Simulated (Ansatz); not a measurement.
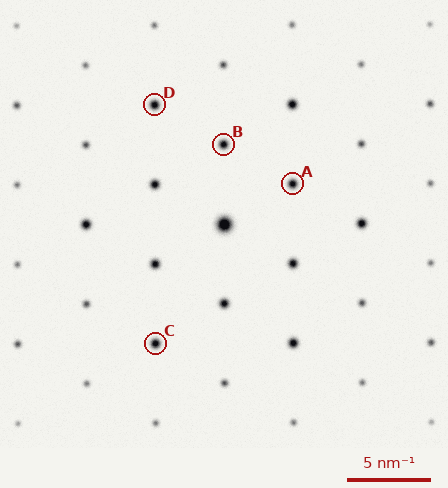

Computed electron diffraction pattern, 200 kV, single scattering only, B = 0.5 Å². The zone axis points towards the electron source and the pattern is seen from the source side.

Crystal: Fe, space group P6_3/mmc (No. 194), a = 2.408 Å, c = 3.802 Å (hexagonal axes). Structure: the input geometry of an electronic-structure calculation (not necessarily at equilibrium); the starting structure was generated, so it need not be a known form of this composition.

Spot A is indexed -1 0 0 and spot B 0 -1 0.

Question: Index the other marked spots.

Answer: C = −A − B = 1 1 0 (d = 1.204 Å). D = −A + 2B = 1 -2 0 (d = 1.204 Å).

Question: Find the zone axis.

Answer: The cross product of A and B is parallel to [001]; every spot obeys hu + kv + lw = 0.

Question: What are the spacings of A and B and the angle between them?

Answer: d(A) = 2.086 Å, d(B) = 2.086 Å, and the angle is 60.0°.
